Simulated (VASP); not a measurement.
Input

```
SYSTEM = AlN
ALGO     = Normal         ! electronic algorithm
DIPOL    = 0.5 0.5 0.500
EDIFF    = 1E-7           ! SCF threshold, eV
ENCUT    = 520            ! plane-wave cutoff, eV
IDIPOL   = 3            
ISIF     = 2              ! what is computed and relaxed
ISMEAR   = 0              ! smearing method
KPAR     = 8            
LASPH    = .TRUE.         ! aspherical terms in the spheres
LCHARG   = .TRUE.         ! write CHGCAR
LDIPOL   = .TRUE.       
LREAL    = .FALSE.        ! projectors in reciprocal space
LVACPOTAV= .TRUE.       
LVHAR    = .TRUE.       
LWAVE    = .FALSE.        ! write WAVECAR
NELM     = 60             ! most SCF steps
PREC     = Accurate       ! precision mode
SIGMA    = 0.05           ! smearing width, eV
```

Command:

```sh
cat potpaw_LDA.64/Al/POTCAR potpaw_LDA.64/N/POTCAR > POTCAR
mpirun -np 8 vasp_std > vasp.out
```

Not relaxed (largest force 0.3 eV/Å).

Method: Kohn-Sham DFT of a periodic cell, LDA, VASP PAW LDA potentials, recommended in VASP.

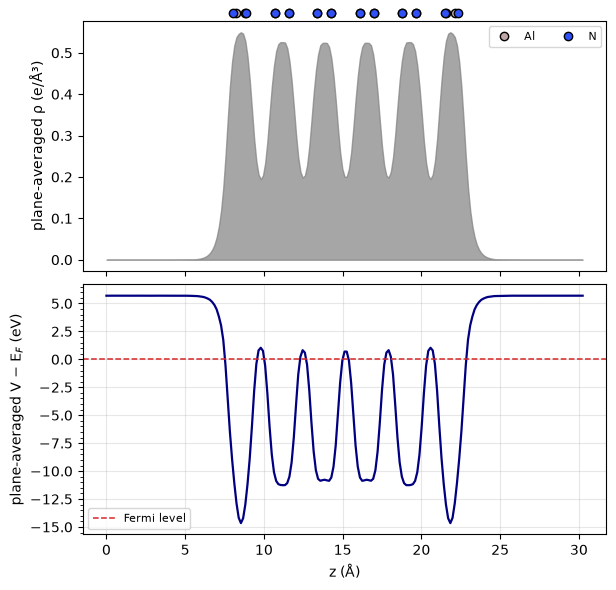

AlN (slab). Plane average of the electrostatic potential energy of an electron and of the valence electron density across the slab. Circles mark the heights of the atoms.

### How far above the Fermi level of the calculation is the vacuum level?

5.7 eV. The slab has a gap, so the Fermi level lies inside it and this isn't a work function in the metallic sense.

### What are the slab's thickness and the vacuum gap?

The outermost nuclei are 14.3 Å apart, in 12 atomic planes; the vacuum between periodic images is 16.1 Å wide.
